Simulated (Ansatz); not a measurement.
## Electronic structure of PtS2 in real space

```cif
data_structure
_symmetry_space_group_name_H-M 'P 1'
_symmetry_Int_Tables_number 1
_cell_length_a 4.5469
_cell_length_b 7.6195
_cell_length_c 7.0897
_cell_angle_alpha 90.000
_cell_angle_beta 90.000
_cell_angle_gamma 90.000
_cell_volume 245.63
loop_
_atom_site_label
_atom_site_type_symbol
_atom_site_fract_x
_atom_site_fract_y
_atom_site_fract_z
_atom_site_occupancy
Pt1 Pt 0.00000 0.00000 0.75000 1
Pt2 Pt 0.50000 0.50000 0.25000 1
Pt3 Pt 0.00000 0.00000 0.25000 1
Pt4 Pt 0.50000 0.50000 0.75000 1
S1 S 0.19815 0.42859 0.50000 1
S2 S 0.69815 0.92859 0.00000 1
S3 S 0.30185 0.07141 0.00000 1
S4 S 0.80185 0.57141 0.50000 1
S5 S 0.19815 0.57141 0.00000 1
S6 S 0.69815 0.07141 0.50000 1
S7 S 0.80185 0.42859 0.00000 1
S8 S 0.30185 0.92859 0.50000 1
```

Space group Ibam; a structure from a database of computed crystals, not necessarily the ambient phase; started from the SiS2-72 prototype, which need not be the ambient phase.

All numbers below come from DFT, PBEsol, plane waves, PAW in Ansatz.

In a PAW calculation such maps are meaningful between the atoms, not at the nuclei.

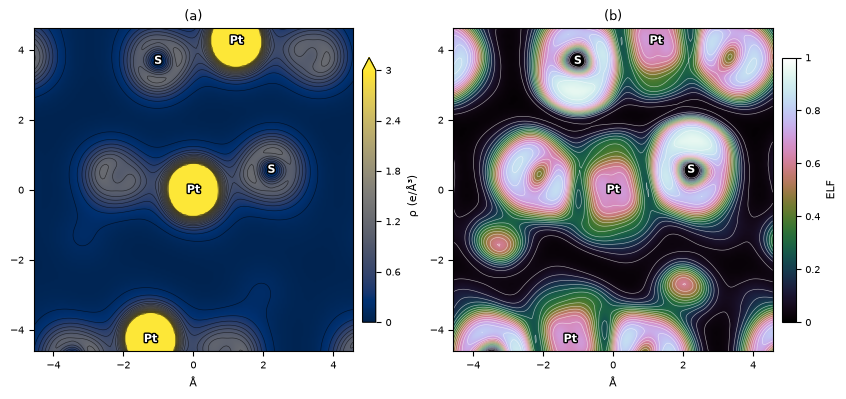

Figure 1. (a) valence charge density (pseudo); (b) electron localisation function on the (111) plane of the conventional cell.

Q: Interpret the plot.

A:
- The plane passes through Pt and S nuclei.
- Atoms just off the plane (S, 0.4 Å away) can leave unmarked features too.
- Pt–S (2.31 Å): the density is about 0.76 e/Å³ at the midpoint; the ELF peaks at about 0.90 in the valence shell of S, 0.7 Å from its nucleus, and is about 0.40 at the midpoint.
- Between the atoms the lowest density in this plane is 0.02 e/Å³.
- The features right at Pt lie inside the PAW spheres, where the map follows smoothed inner orbitals and isn't to be read closely.

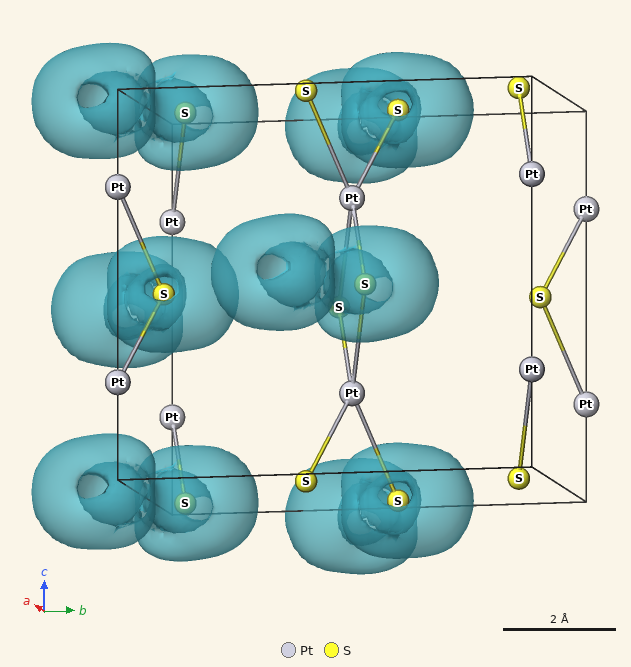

Figure 2. Isosurface of the electron localisation function at 0.7 (cyan), seen at an oblique angle. Only the valence region is drawn (cores and ρ < 0.01 e/Å³ removed). Sticks mark near contacts.

Q: Where are the electrons localised?

A: The surface consists of four regions between bonded S–S atoms (shared pairs), counted in one cell of 12 atoms. Regions shared between cells count once. Along the contacts the grid gives the following. S–S (2.11 Å): the ELF peaks at about 0.85 between the atoms, as expected for localised, covalent bonding.
